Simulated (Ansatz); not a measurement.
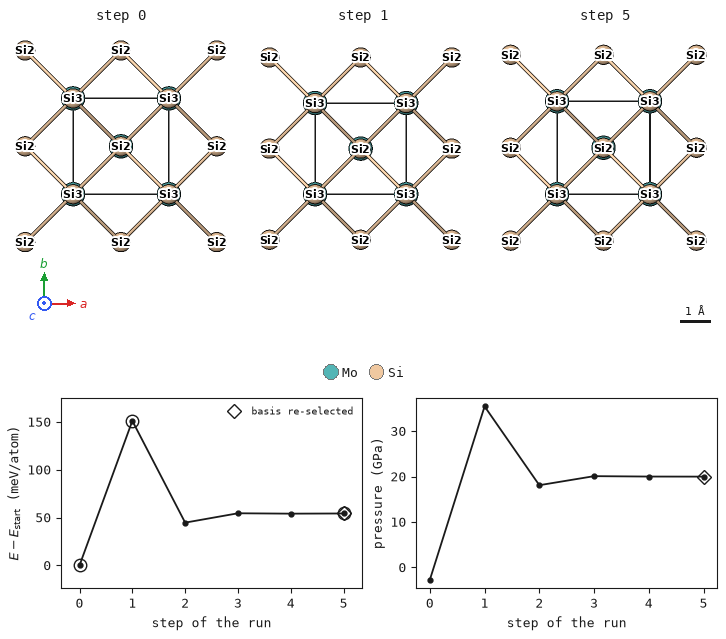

Frames of a relaxation of crystalline Si2Mo (set up in I4/mmm), marked on the history of the run. The picture is a ball-and-stick view of the conventional cell (2 times the calculation's cell), seen along the c axis. Lengths and directions refer to the drawn axes.

The run lets cell and atoms move.

Theory: Ansatz, Kohn-Sham DFT of a periodic cell, PBEsol, Ansatz PAW.

Input file:
```yaml
crystal:
  lattice:
    - [-1.6, 1.6, 3.9305]
    - [1.6, -1.6, 3.9305]
    - [1.6, 1.6, -3.9305]
  atoms:
    - { symbol: Mo, position: [0.0, 0.0, 0.0] }
    - { symbol: Si, position: [0.667, 0.667, 0.0] }
    - { symbol: Si, position: [0.333, 0.333, 0.0] }
hamiltonian:
  xc: pbesol
  pseudopotentials: { kind: paw }
kpoints:
  mp_grid: { grid: [12, 12, 12] }
scf:
  occupations: { method: fermi_dirac, width: 0.05 }
output:
  forces: true
  stress: true
  eigenvalues: true
relax:
  f_tol: 0.01
  max_steps: 40
  cell: { stress_tol: 0.05, p_target: 20.0 }
```

Command:
```bash
ansatz run input.yaml --threads 2 --pin off --max-ram 5632MiB --backend cpu --events-out ev --progress --plain --runs-dir out
```

**Describe the path.**

The largest moves relative to the cell, 0.007 Å, are those of Si atoms. Mo stays in place. The volume changes by −8.5 %, with a = b 3.200 → 3.103 Å (−3.0 %), c 7.861 → 7.651 Å (−2.7 %). Among the contacts that change: Si–Si 2.626 → 2.540 Å, Mo–Si 2.616 → 2.535 Å, Mo–Si 2.618 → 2.555 Å. The space group stays I4/mmm (No. 139). The energy rises by 54.2 meV per atom in 4 accepted moves (5 points after the start). With the target pressure of 20 GPa, the enthalpy E + pV changes by −87.6 meV per atom. Largest force component: 0.33 eV/Å at the start, 0.00072 eV/Å at the end. Pressure: −2.74 GPa at the start and 19.99 GPa at the end. The SCF was repeated once at an unchanged geometry on a basis and grid sized afresh for the cell, which shifted the energy by 0.2 meV per atom at most. From step 0 to 1: volume −12.6 %, energy +151 meV per atom. From step 1 to 5: volume +4.7 %, energy −96.8 meV per atom.

```csv
step,"E − E(0), meV/atom","largest force component, eV/Å","pressure, GPa","volume, Å³/atom",note
0,0.00,0.3269,-2.74,13.416,
1,151.10,0.3087,35.45,11.723,
2,44.67,0.0212,18.10,12.359,
3,54.46,0.0060,20.09,12.277,
4,54.06,0.0008,20.00,12.280,
5,54.25,0.0007,19.99,12.280,"same geometry, new basis"
```
